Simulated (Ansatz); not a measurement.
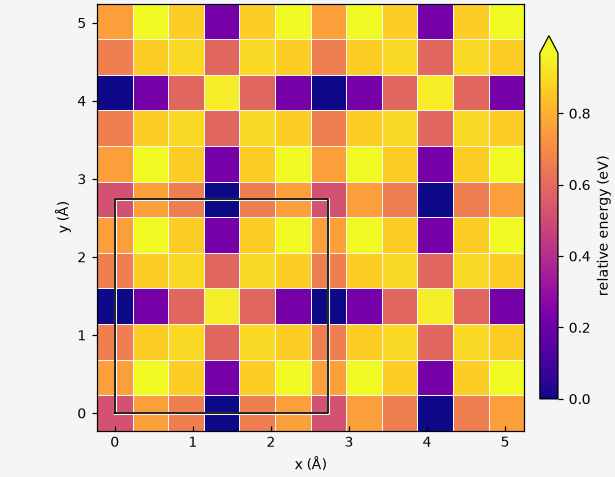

Energy landscape of O on an Ir(100) slab cut from the Fm-3m phase, its upper half relaxed before the scan (3 atoms of substrate and one adsorbate in a 1 × 1 cell). 
- O is moved over the surface cell; relaxed at each place: the height of the adsorbate's atoms; substrate rigid; the origin of the map has the adsorbate above Ir3.
- Places are given modulo a cell vector. The map is drawn in real space over the plane of the surface.
- Grid: 6 × 6 points; 10 points were computed and 26 follow by symmetry.
- All energies are given in eV relative to the lowest grid point.
- With one adsorbate in each 1 × 1 cell, its nearest image is 2.7 Å away, so neighbouring adsorbates interact. The runs have no spin polarisation; a magnetic state may lie lower.
- Theory: DFT PBE, scalar-relativistic, plane waves, PAW (Ansatz). Settings: cutoff 420 eV, k-mesh 10×10×1, gaussian smearing 0.1 eV, no spin polarisation.

Drawn: one coloured cell a grid point, the outline of one cell of the 2 × 2 shown, one colour for all values above the top of the scale. 

Summarise what can be read from the map.

Answer. The lowest grid point is at a bridge site between two Ir atoms, (0/6, 3/6) of the cell vectors. The same energy is found at a bridge site between two Ir atoms, (3/6, 0/6) of the cell vectors. The highest grid point, (1/6, 1/6) of the cell vectors [nearest 1 Ir at 1.78 Å], lies 0.97 eV above the lowest. At the lowest point the adsorbate has 2 Ir at 1.94 Å as nearest neighbours, at the highest 1 Ir at 1.78 Å. Its relaxed height above the top atom is 1.38 Å at the lowest and 1.66 Å at the highest point.

The values on the grid:

```tsv
second ↓, first →	0/6	1/6	2/6	3/6	4/6	5/6
5/6	0.75	0.97	0.87	0.23	0.87	0.97
4/6	0.66	0.87	0.90	0.59	0.90	0.87
3/6	0.00	0.23	0.59	0.94	0.59	0.23
2/6	0.66	0.87	0.90	0.59	0.90	0.87
1/6	0.75	0.97	0.87	0.23	0.87	0.97
0/6	0.52	0.75	0.66	0.00	0.66	0.75
```

Time for the 10 points that were run: 11 min on 1 thread of Arm Neoverse V1, with other jobs on the host.

PAW datasets: the set soft_1.
